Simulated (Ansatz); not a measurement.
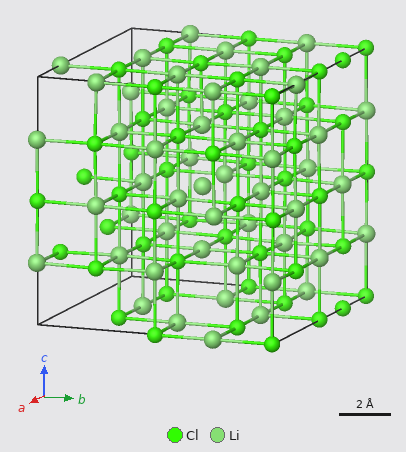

Starting structure of a defect cell of composition Cl₃₂Li₃₂. A ball-and-stick model of the cell of the calculation (origin shifted), seen slightly off an axis.

The calculation used Ansatz 0.2.0, DFT, PBEsol, PAW, plane waves.

(plane-wave cutoff 420 eV; k-point mesh 1 × 1 × 1; mesh shifted by (0.25, 0.25, 0.25); no spin polarisation; atoms relaxed in a fixed cell; force threshold 0.03 eV/Å; at most 80 steps)

```
Cl Li
1.0
    10.13271    0.00000    0.00000
     0.00000   10.13271    0.00000
     0.00000    0.00000   10.13271
Cl Li
32 32
Direct
  0.24884 0.99909 0.00254
  0.24998 0.00114 0.50084
  0.25309 0.49730 0.99766
  0.75059 0.99806 0.00065
  0.74674 0.00078 0.50042
  0.75008 0.50082 0.99893
  0.75170 0.49979 0.49785
  0.00078 0.25141 0.99947
  0.99508 0.25051 0.49838
  0.99682 0.75107 0.99983
  0.99853 0.75376 0.50296
  0.50285 0.24865 0.00110
  0.49951 0.24985 0.49854
  0.49704 0.74918 0.99953
  0.50128 0.75411 0.49873
  0.99901 0.00048 0.24959
  0.99849 0.99921 0.74960
  0.99771 0.49981 0.24947
  0.99924 0.49995 0.75147
  0.50199 0.99983 0.24695
  0.50084 0.99340 0.75117
  0.50304 0.49896 0.24807
  0.50320 0.49998 0.75408
  0.99835 0.99860 0.99895
  0.25288 0.25329 0.24871
  0.24901 0.24938 0.75313
  0.25120 0.74848 0.25165
  0.24900 0.75024 0.74775
  0.74993 0.24980 0.24826
  0.74814 0.24459 0.75023
  0.75474 0.75207 0.25435
  0.75122 0.74756 0.75016
  0.24974 0.50330 0.50193
  0.00367 0.99892 0.49951
  0.99772 0.50058 0.99874
  0.00151 0.49802 0.50145
  0.49897 0.00070 0.99785
  0.49944 0.99874 0.49773
  0.50296 0.49691 0.00057
  0.50037 0.50065 0.50127
  0.24830 0.24847 0.99882
  0.24726 0.25059 0.49832
  0.25066 0.75020 0.00202
  0.24970 0.75232 0.50071
  0.74855 0.25103 0.99793
  0.75026 0.25035 0.50063
  0.74935 0.74622 0.99965
  0.74978 0.75121 0.49660
  0.24743 0.99925 0.25053
  0.25321 0.99701 0.74768
  0.25115 0.50120 0.24751
  0.24796 0.50047 0.74848
  0.75150 0.99973 0.25144
  0.75175 0.00047 0.74798
  0.74857 0.49856 0.25473
  0.75195 0.50243 0.74862
  0.99805 0.25063 0.25162
  0.00092 0.25267 0.75100
  0.00073 0.75124 0.24427
  0.99996 0.75166 0.75244
  0.50021 0.24989 0.25229
  0.50325 0.25195 0.75056
  0.50098 0.75001 0.25020
  0.50118 0.75236 0.75001
```

Predict the outcome.

Over 17 geometry steps the energy falls by 7.447 eV per cell of the calculation. The largest force component goes from 2.5 to 0.012 eV/Å. Li33 moves most: 1.86 Å along [−1 1 −1]. By element the largest moves are Li 1.86 Å, Cl 0.91 Å. The lattice vectors keep their values. Some distances before and after: Li33–Li40 2.540 → 4.173 Å, Li33–Li52 2.498 → 4.068 Å, Cl11–Li33 3.594 → 2.146 Å, Cl18–Li33 3.615 → 2.175 Å. New bonds form: Cl11–Li33 (3.59 → 2.15 Å), Cl18–Li33 (3.61 → 2.18 Å), Cl24–Li45 (3.60 → 2.39 Å), Cl24–Li47 (3.59 → 2.46 Å). Bonds break: Cl14–Li47 (2.56 → 3.33 Å), Cl19–Li58 (2.51 → 3.29 Å), Cl6–Li47 (2.49 → 3.32 Å). Among the angles between lasting bonds that change: Li45–Cl4–Li47 178.9° → 109.7°, Cl4–Li47–Cl10 88.6° → 148.9°, Cl8–Li58–Cl17 90.0° → 145.2°.

After the run, drawn alike:

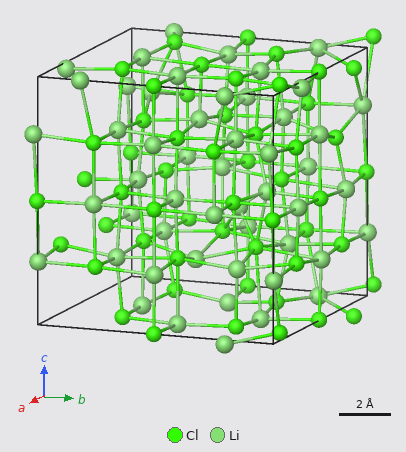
